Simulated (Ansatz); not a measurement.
Be

Input

```
crystal:
  lattice:
    - [0.0, 1.5790488, 1.5790488]
    - [1.5790488, 0.0, 1.5790488]
    - [1.5790488, 1.5790488, 0.0]
  atoms:
    - { symbol: Be, position: [0.0, 0.0, 0.0] }
basis:
  ecutwfc: 420
kpoints:
  mp_grid: { grid: [20, 20, 20] }
hamiltonian:
  xc: pbe
scf:
  occupations: { method: gaussian, width: 0.02 }
output:
  forces: true
  stress: true
  eigenvalues: true
  write_density: true
  write_potential: true
  elf: true
  volumetric_format: npy
relax:
  adjacent_minimum: "off"
  f_tol: 0.01
  max_steps: 80
  cell: { stress_tol: 0.05 }
```

Command:

```sh
ansatz run input.yaml --threads 1 --pin off --max-ram 3072MiB --backend cpu --events-out ev --progress --plain --runs-dir out
```

Below, planes, directions and counts refer to the conventional cell (a = 3.16 Å, b = 3.16 Å, c = 3.16 Å, α = 90.00°, β = 90.00°, γ = 90.00°).

The fields are those of the relaxed geometry.

Space group Fm-3m; a structure generated by program, which may or may not match a known phase.

These are results of DFT PBE, scalar-relativistic, plane waves, PAW (Ansatz), not measurements.

The density is the valence pseudo-density of a PAW calculation; it isn't the true density close to the nuclei.

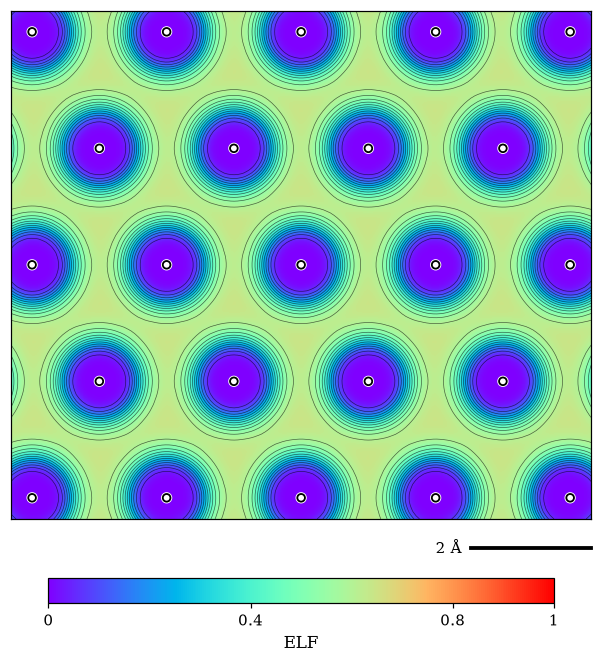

Figure 1. ELF on the (111) plane of the conventional cell. Circles mark the nuclei in the plane (Be).

**What does the map show?**

- The section cuts through Be sites.
- Be–Be (2.23 Å): the ELF peaks at about 0.60 between the atoms.

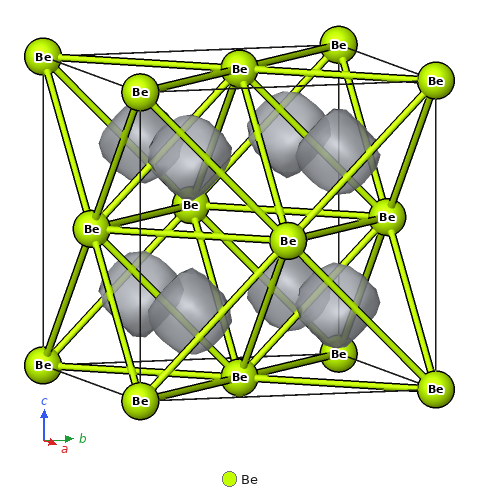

Figure 2. Isosurface of the ELF at 0.65 (grey), seen slightly off an axis. Only the valence region is drawn (cores and ρ < 0.01 e/Å³ removed). Sticks mark near contacts.

**What do the ELF domains correspond to?**

The surface consists of eight pockets between the atoms, centred on no nucleus (multi-centre or interstitial), counted in one cell of 4 atoms. Any copies at cell faces, edges or corners count once. There are no localised bonds or lone pairs at this value.

**Metal or insulator at this level of theory?**

It is metallic or semimetallic at this level of theory: no gap opens.
